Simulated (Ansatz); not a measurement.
**Single-point calculation, with input and output: Ge**

Ge (Fd-3m, 2 atoms in the cell), computed with DFT PBEsol, scalar-relativistic, plane waves, PAW, no spin polarisation (Ansatz 0.2.0).

The structure derives from an entry of the Crystallography Open Database. Figures and captions count atoms from 1; the log counts them from 0 in places.

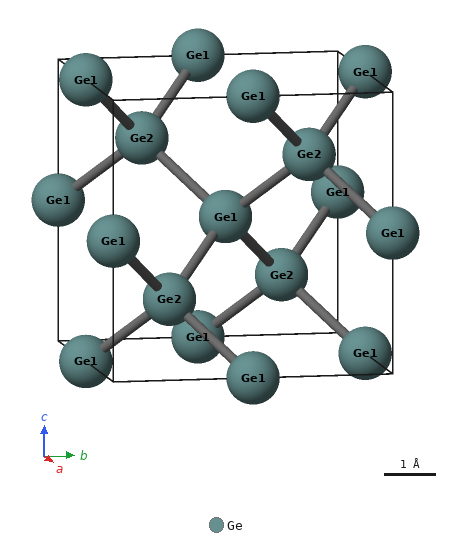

**Figure 1.** The input geometry (ball-and-stick view of the cell 4 times as large as that of the calculation, set on its symmetry axes, seen slightly off an axis; atoms are numbered from 1 in the order of the input). Near neighbours in the crystal (not all of them lie inside the picture): Ge has 4 Ge at 2.46 Å.

**Key numbers**

| quantity | value |
| --- | --- |
| outcome | converged |
| space group (tolerance 0.01 Å) | Fd-3m (227) |
| electrons treated | 28 |
| free energy | −8506.9910 eV |
| Fermi energy | 8.312 eV |
| gap on the k-point mesh | none (metallic) |
| pressure | 0.01 GPa |
| largest force (length of the vector) | under 0.001 eV/Å |
| hardware | 1 thread of Oxide Virtual Turin-like (Zen 5), 32 GiB of memory available, shared host |
| wall time | 2.8 s |
| peak memory | 0.36 GiB |

**The input**
```yaml
crystal:
  lattice:
    - [0.0, 2.8378807269, 2.8378807269]
    - [2.8378807269, 0.0, 2.8378807269]
    - [2.8378807269, 2.8378807269, 0.0]
  atoms:
    - { symbol: Ge, position: [0.5, 0.5, 0.5] }
    - { symbol: Ge, position: [0.75, 0.75, 0.75] }
basis:
  ecutwfc: 420
kpoints:
  mp_grid: { grid: [10, 10, 10] }
hamiltonian:
  xc: pbesol
scf:
  occupations: { method: gaussian, width: 0.15 }
output:
  forces: true
  stress: true
  eigenvalues: true
  write_density: true
  write_potential: true
  elf: true
  volumetric_format: npy
```

Command:
```bash
ansatz run input.yaml --threads 1 --pin off --max-ram 2560MiB --backend cpu --events-out ev --progress --plain --runs-dir out
```

**The program's output**
```
Engine: ansatz 0.2.0, x86_64-unknown-linux-gnu
Pseudopotentials: kind: paw
Pseudopotential: Ge, paw, valence charge 14, recommended cutoff 420 eV (normal), Ge.paw.azcp
Functional definition: PBEsol
  exchange = pbesol_x
  correlation = pbesol_c
Crystal: 2 atoms, lattice volume = 45.710 Å³
Basis set: ecut = 420 eV, 893 PW (Γ), exchange–correlation on 54×54×54 points (8 copies of the dense FFT grid, shifted against one another)
Bands: 18, of which v1, the nominal top of the filled ones, is band 14 counted from 1 (13 counted from 0)
Symmetry: 48 space group operations
Space group: Fd-3m (ITA 227), of the structure as read, at distance tolerance 3.6e-5 Å
k-points: 47 of 1000
Non-local potential: Ge, projectors of the file, l = 0: 2, l = 1: 2, l = 2: 3, l = 3: 1
PAW form: soft (Blöchl's): semilocal exchange-correlation on the pseudo side does not see the compensation charge
PAW frozen core: Ge, regenerated for the run's functional, and the local potential with it (the file was generated under x = pbe(κ = 0.804, μ = 0.2195149727645171), c = pbe(β = 0.06672455060314922))
PAW one-centre angular grid: Ge, 590 points (default); XC on 64 Gauss nodes
Initial density: superposition of atomic densities (neutral atoms: chi_scale 0, normalization atom), corrected by the library's trained network
Initial wavefunctions: pseudopotential atomic-orbital guess
Functional: x = pbesol(κ = 0.804, μ = 0.12345679012345678), c = pbesol(β = 0.046)
SCF iter   1: F=—  HF=-8506.992362 eV  |F-HF|=—  |Δ(HF+E_count)|=         —  Δρ=2.57e-3  dr2=3.67e-3  ethr=1.77e-3  ⟨swp⟩=5.2  Hψ=3872  notcnv=0
preconditioner: auto → Kerker (q_TF=auto, 2.514 Å⁻¹)  [metal: Δε(μ)=0.095 eV  Ē_g=23.317 eV  σ=0.150 eV  W_gap=0.32  n_scr=14 (ndim 8)  ℏωp=29.1 eV  f_vac=0.077  D(μ)=0.09/eV (n_scr^D=0)]
SCF iter   2: F=—  HF=-8506.991035 eV  |F-HF|=—  |Δ(HF+E_count)|=   1.33e-3  Δρ=1.82e-3  dr2=2.02e-3  ethr=1.31e-5  ⟨swp⟩=1.3  Hψ=1234  notcnv=0
SCF iter   3: F=—  HF=-8506.991123 eV  |F-HF|=—  |Δ(HF+E_count)|=   8.75e-5  Δρ=9.30e-4  dr2=2.18e-4  ethr=7.21e-6  ⟨swp⟩=2.0  Hψ=1505  notcnv=0
SCF iter   4: F=—  HF=-8506.991054 eV  |F-HF|=—  |Δ(HF+E_count)|=   6.86e-5  Δρ=3.92e-4  dr2=1.22e-4  ethr=7.80e-7  ⟨swp⟩=2.0  Hψ=1506  notcnv=0
SCF iter   5: F=—  HF=-8506.991009 eV  |F-HF|=—  |Δ(HF+E_count)|=   4.50e-5  Δρ=2.26e-4  dr2=1.44e-5  ethr=4.37e-7  ⟨swp⟩=2.0  Hψ=1506  notcnv=0
SCF iter   6: F=—  HF=-8506.991024 eV  |F-HF|=—  |Δ(HF+E_count)|=   1.49e-5  Δρ=3.89e-5  dr2=3.25e-7  ethr=5.13e-8  ⟨swp⟩=2.0  Hψ=1507  notcnv=0
SCF iter   7: F=—  HF=-8506.991024 eV  |F-HF|=—  |Δ(HF+E_count)|=   3.49e-7  Δρ=2.02e-5  dr2=7.28e-8  ethr=3.57e-10  ⟨swp⟩=8.5  Hψ=5848  notcnv=0
SCF iter   8: F=-8506.991024 eV  HF=-8506.991024 eV  |F-HF|=1.49e-8  |Δ(HF+E_count)|=   6.13e-8  Δρ=5.64e-6  dr2=5.94e-9  ethr=2.60e-10  ⟨swp⟩=7.0  Hψ=4953  notcnv=0
SCF 1 converged in 8 iterations: F = -8506.991024 eV  dr2 = 5.94e-9
  greatest PAW one-centre occupation: 0.998 electrons in one spin orbital (limit 2), on the Ge atom at site 1 (counted from 0), in its partial waves of l = 2
SCF converged after 8 iterations
Free energy (F): -8506.991024 eV
Harris-Foulkes:  -8506.991024 eV  (|F-HF|=1.49e-8)
Internal energy: -8506.990075 eV  (E = F + TS)
E sigma→0 (E₀):  -8506.990550 eV
Entropy (-TS):   -0.000949 eV (-0.475 meV/atom)
Fermi energy:    8.311747 eV
--- Per-component energies (eV) ---
  E_band       = -305.495335
  E_kinetic    = 222.993727
  E_local      = -4957.870774  (includes V_loc(G=0)·N_el)
  E_nonlocal   = 840.250677
  E_hartree    = 2172.539614
  E_xc         = -149.891352
  E_vxc        = -129.403657  (∫ρ·V_xc dr)
  E_paw        = -3958.208153  (= ΣΔE_a)
  E_vpaw       = -626.551703  (= ΣTr[D̂ρ^β])
  E_aug_tail   = 0.000813  (compensation charges beyond the density's cutoff)
  E_ewald      = -2678.640499
  E_core_change = 1.835872  (= ΣΔE_core)
  E_smearing   = -0.000949  (= −TS)
  E_closure    = -0.000000  (closes the sum)
  Σ components = -8506.991024   (vs F -8506.991024, Δ=0.00e0)
--- Forces (eV/Å), atoms counted from 1 ---
  atom   1  Ge     0.00000000     0.00000000     0.00000000
  atom   2  Ge     0.00000000    -0.00000000    -0.00000000
  max |Σ_I F_I| component: 9.25e-17 eV/Å
--- Stress (GPa, compression-positive) ---
        0.008581      -0.000000       0.000000
       -0.000000       0.008581      -0.000000
        0.000000       0.000000       0.008581
  P = ⅓ Tr σ = 0.0086 GPa (0.086 kbar)
--- Band table (eV; the first three rows and the last of 47) ---
  k-point 0: bands = ["-16.4813", "-16.4813", "-16.4813", "-16.4458", "-16.4458", "-16.2393", "-16.2393", "-16.2393", "-16.2270", "-16.2270", "-4.4069", "8.2127", "8.3160", "8.3160", "8.3160", "10.8382", "10.8382", "10.8382"]
  k-point 1: bands = ["-16.4869", "-16.4869", "-16.4797", "-16.4381", "-16.4381", "-16.2482", "-16.2482", "-16.2412", "-16.2192", "-16.2192", "-4.2856", "6.4146", "8.0872", "8.0872", "9.2543", "11.1439", "11.1439", "11.3963"]
  k-point 2: bands = ["-16.4957", "-16.4957", "-16.4754", "-16.4242", "-16.4242", "-16.2600", "-16.2600", "-16.2461", "-16.2101", "-16.2101", "-3.9288", "4.4956", "7.6491", "7.6491", "9.0782", "11.7020", "11.7020", "12.9476"]
  k-point 46: bands = ["-16.5269", "-16.5269", "-16.3942", "-16.3942", "-16.3393", "-16.3393", "-16.3068", "-16.3068", "-16.1753", "-16.1753", "-0.4619", "-0.4619", "4.4890", "4.4890", "11.6152", "11.6152", "13.9687", "13.9687"]
```

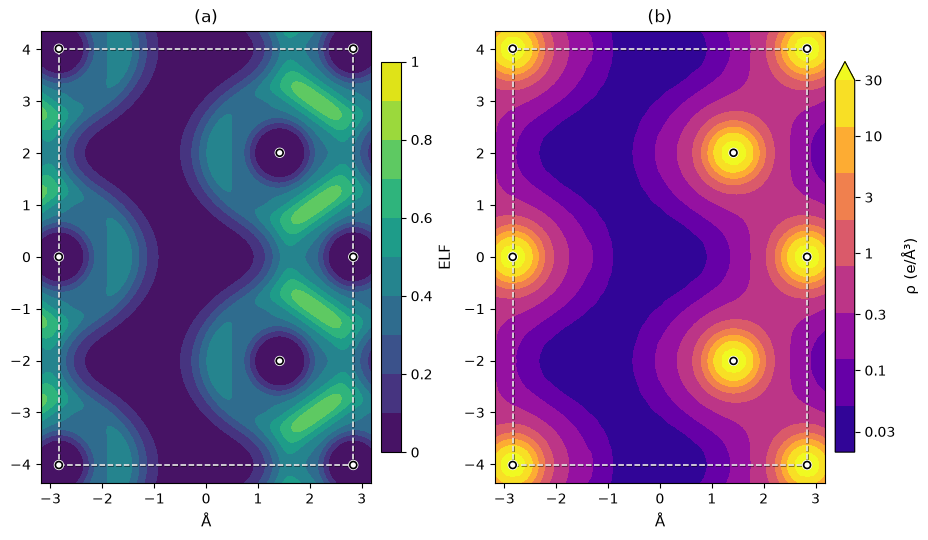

**Figure 2.** (a) ELF; (b) valence pseudo-density on the (110) plane of the conventional cell. Circles mark the nuclei in the plane (Ge). The section cuts through Ge sites. Away from the nuclei the density in this plane falls to 0.02 e/Å³ at its lowest. The fields are those of the smooth PAW valence density.

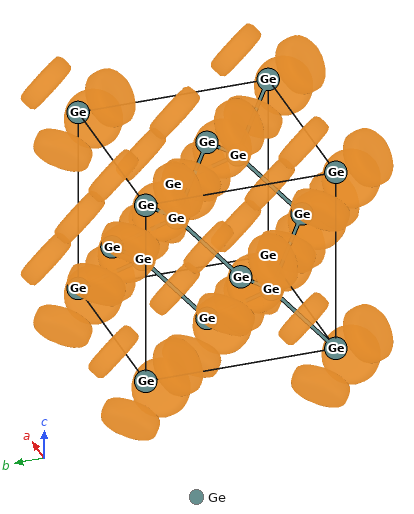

**Figure 3.** Isosurface of the ELF at 0.55 (orange), seen at an oblique angle. Core shells and regions of very low density are left out. Sticks mark near contacts. The outline is the cell set on symmetry axes. Values along the shortest contacts:

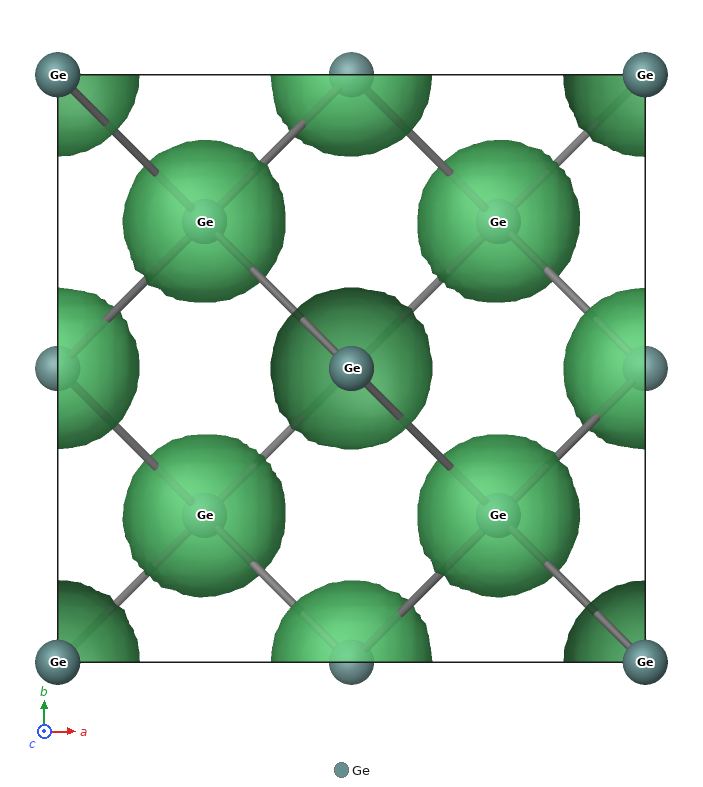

**Figure 4.** Isosurface of the valence electron density at 0.8 e/Å³ (green), seen along the c axis. Sticks mark near contacts. The outline is the cell set on symmetry axes. At this value the density breaks into separate islands; it holds about 70 % of the electrons treated as valence (semicore included). It is pinched off along the Ge–Ge (2.46 Å) contacts. On the grid the lowest density along these lines, outside the cores, is 0.5 e/Å³ (Ge–Ge, 2.46 Å).
